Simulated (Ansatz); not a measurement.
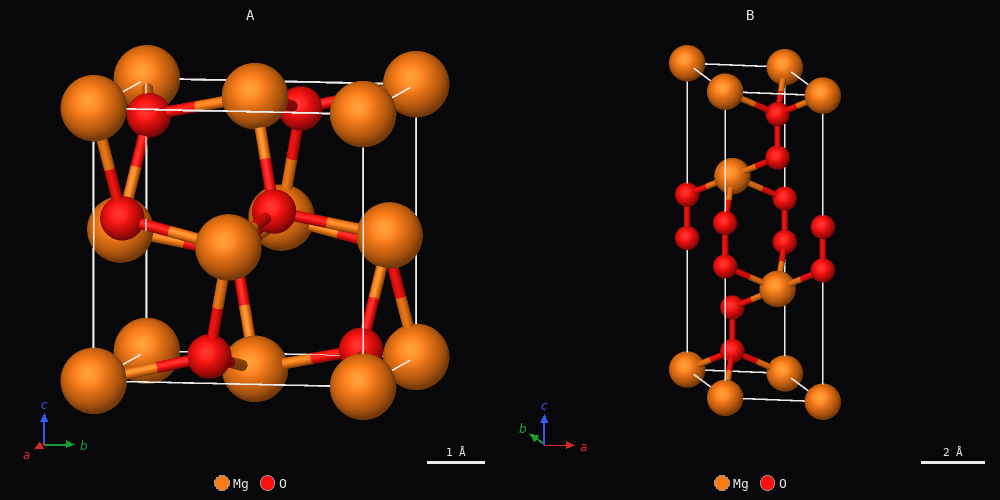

Two structures of MgO2, each relaxed (cell and atoms) at zero pressure; conventional cells in solid outline, small ones repeated, each panel with its own scale. Alike in all runs: Ansatz 0.2.0; functional PBEsol; potentials Ansatz PAW; cutoff 420 eV; occupations fermi-dirac, width 0.05 eV; no spin polarisation; no spin-orbit coupling. The k meshes have like spacings.

### Give the type and space group of each panel.

A: pyrite, Pa-3; B: 9 atoms a cell on a rhombohedral (trigonal R) lattice, R-3m.

### Which of these is lowest in energy, and how far above it do the others lie?

A, then B (+75 meV/atom), static energies at zero smearing.

### Collect the results in a table.

| panel | space group | E − E(lowest) (meV/atom) | volume (Å³/atom) | gap (eV) |
| --- | --- | --- | --- | --- |
| A | Pa-3 | 0 | 9.5 | 3.97 |
| B | R-3m | 75 | 10.0 | 2.48 |

The starts are database entries or structure types tried for this composition, and the most stable form need not be among them. Gaps are the least found on the k-mesh, which misses some points of high symmetry; where the band edges lie there, the true gap is smaller, at times by an eV.

Caveat: the plane-wave basis is chosen anew once the cell has moved, so the energies of steps on either side of that aren't comparable; semilocal functionals give gaps below the measured ones.
